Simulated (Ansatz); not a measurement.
```xyz
16
Lattice="8.8072 0.0000 -0.0198 0.0000 7.7725 0.0000 -0.0326 0.0000 5.4266" Properties=species:S:1:pos:R:3 pbc="T T T"
P     3.0860    3.8863    1.2822
P     7.4895    0.0000    1.2723
P     1.2850    0.0000    4.1345
P     5.6886    3.8863    4.1246
P     1.9113    3.8863    3.1732
P     6.3149    0.0000    3.1633
P     2.4597    0.0000    2.2436
P     6.8633    3.8863    2.2337
P     1.2248    4.9620    1.3505
P     5.6284    1.0757    1.3406
P     3.1462    1.0757    4.0662
P     7.5498    4.9620    4.0563
P     3.1462    6.6968    4.0662
P     7.5498    2.8105    4.0563
P     1.2248    2.8105    1.3505
P     5.6284    6.6968    1.3406
```

Space group C2/m; a structure from a database of computed crystals, not necessarily the ambient phase; changed on purpose from its base cell (strain -0.025 along x and y, +0.025 along z, atoms carried along); not relaxed (largest force 1.1 eV/Å).

These are results of DFT PBEsol, scalar-relativistic, plane waves, PAW in Ansatz, not measurements.

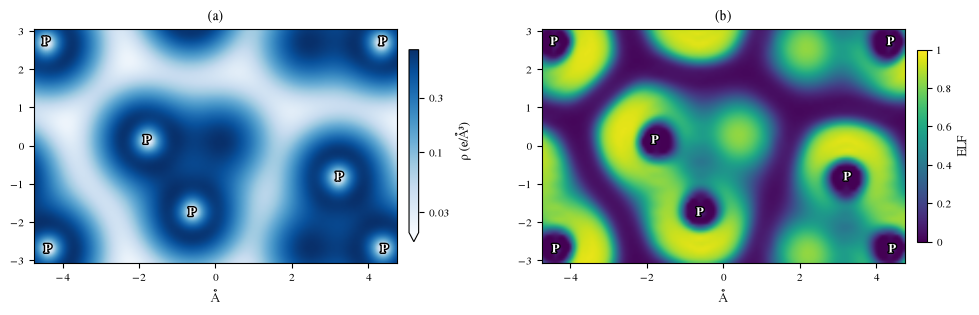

P. (a) valence charge density (pseudo); (b) ELF on the (010) plane of the conventional cell.

The density is the valence pseudo-density of a PAW calculation; it isn't the true density close to the nuclei.

**Describe what can be read from this map.**

The section cuts through P sites.
P–P (2.23 Å): the density is about 0.69 e/Å³ at the midpoint; the ELF peaks at about 0.70 between the atoms.
Between the atoms the lowest density in this plane is 0.02 e/Å³.
The ELF also peaks beside P, away from the bonds: lone-pair regions.
